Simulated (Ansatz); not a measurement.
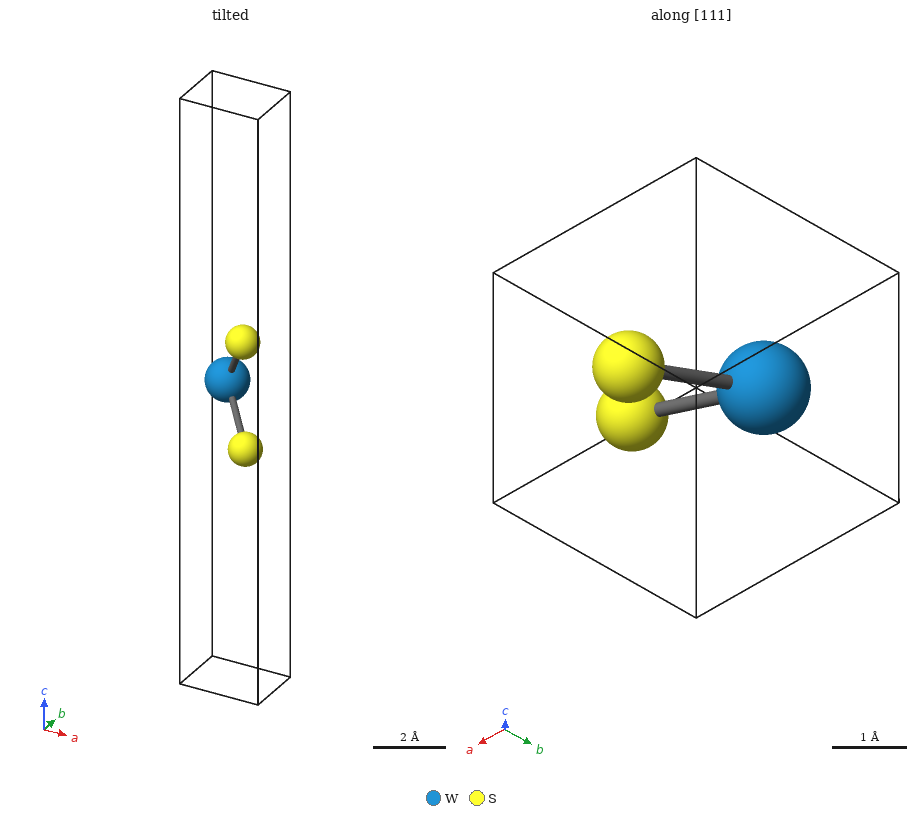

We look at a ball-and-stick model of the crystal slightly off an axis and along [111]. Atoms at the boundary of the simulation cell (the box) are drawn once for each face, edge or corner they touch. Cell: a = 3.184 Å, b = 3.184 Å, c = 16.951 Å, α = 90.00°, β = 90.00°, γ = 120.00°.

Characterise what is shown.

The material is WS₂. Cell content 1 W, 2 S; Z = 1. About every W there are six S in a trigonal prismatic arrangement at about 2.4 to 2.5 Å. About every S there are three W in a trigonal pyramidal arrangement at about 2.4 to 2.5 Å. Not all metal-metal contacts are counted. The bonds build WS2 layers parallel to (001).

The cell started as a structure listed in the Materials Project. The cell was then strained or its atoms displaced on purpose. It was the input of a calculation with Ansatz.

At this level of theory the run's own cell isn't at rest (forces up to 1.0 eV/Å), so its distances can differ from those at equilibrium, the more so the softer the solid.
